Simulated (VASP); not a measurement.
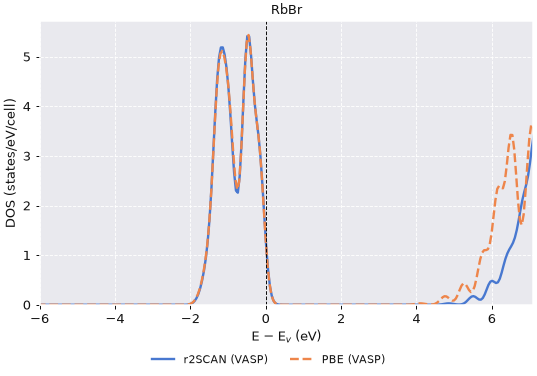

Total densities of states of RbBr, space group P4/mmm (No. 123), 2 atoms in the cell, CsCl type, epitaxial (xy) strain −0.8%, by two methods on the same cell. The curves are built from the levels of the k mesh with Gaussians 0.3 eV wide, which also blur the band edges. Each is counted from its own valence-band top.

### What changes from one method to the other?

r2SCAN (VASP) gives a gap of 4.86 eV and PBE (VASP) gives a gap of 4.10 eV.

Settings. r2SCAN (VASP): DFT, r2SCAN, plane waves, PAW, 6×6×6 k mesh, 520 eV cutoff (VASP 6.6.1). PBE (VASP): DFT, PBE, plane waves, PAW, 6×6×6 k mesh, 520 eV cutoff, Fermi-Dirac smearing of 0.02 eV (VASP 6.6.1).
